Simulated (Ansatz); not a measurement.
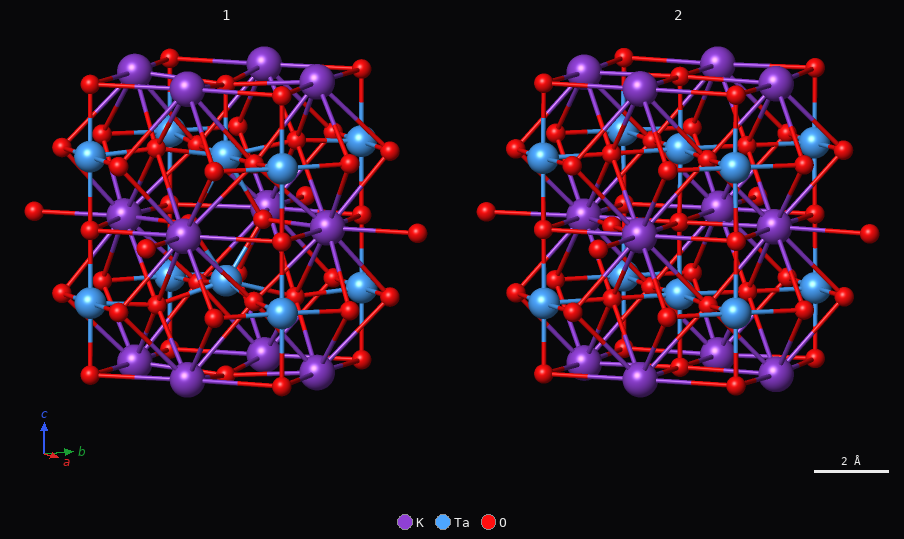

Two geometries of a defect cell of composition K$_{8}$Ta$_{8}$O$_{25}$ (cell charge −2), drawn at one scale. One is the start of a relaxation, the other its converged end. A ball-and-stick model of the atoms within 5.8 Å of the atom that moves most (axes of the cell of the calculation (origin shifted)), seen slightly off an axis.

Computed with DFT, PBEsol, PAW, plane waves (Ansatz 0.2.0). Settings: plane-wave cutoff 420 eV; k-point mesh 1 × 1 × 1; mesh shifted by (0.25, 0.25, 0.25); no spin polarisation; atoms relaxed in a fixed cell; force threshold 0.03 eV/Å; at most 80 steps.

Which one is relaxed?

Structure 1 is the relaxed one. An O atom moves most: 1.05 Å along +b. Largest moves by element: O 1.05 Å, Ta 0.37 Å, K 0.23 Å. The lattice vectors keep their values. Among the contacts that change: K–O 2.778 → 3.834 Å, K–O 2.819 → 3.838 Å, O–Ta 2.801 → 1.948 Å, O–Ta 2.849 → 2.102 Å. New bonds form: O–Ta (2.80 → 1.95 Å), O–Ta (2.85 → 2.10 Å). Bonds break: K–O (2.78 → 3.83 Å), K–O (2.82 → 3.84 Å). Bond angles that change, for instance: Ta–O–Ta 178.3° → 115.1°, K–O–K 179.6° → 128.4°, O–Ta–O 89.8° → 138.8°. Over 13 accepted moves (15 points after the start) the energy falls by 7.992 eV per cell of the calculation. Largest force component: 4.8 eV/Å at the start, 0.012 eV/Å at the end. The line search rejected the trial steps at points 10, 14 of the run. The run took 50 s on 8 threads of Intel(R) Xeon(R) Platinum 8259CL CPU @ 2.50GHz, peak memory 1 GiB.

Limits of the set-up: the periodic images lie only 8.0 Å apart, so the values are limited by the cell's size; the cell is charged, on a uniform background, and energies carry no finite-size correction.
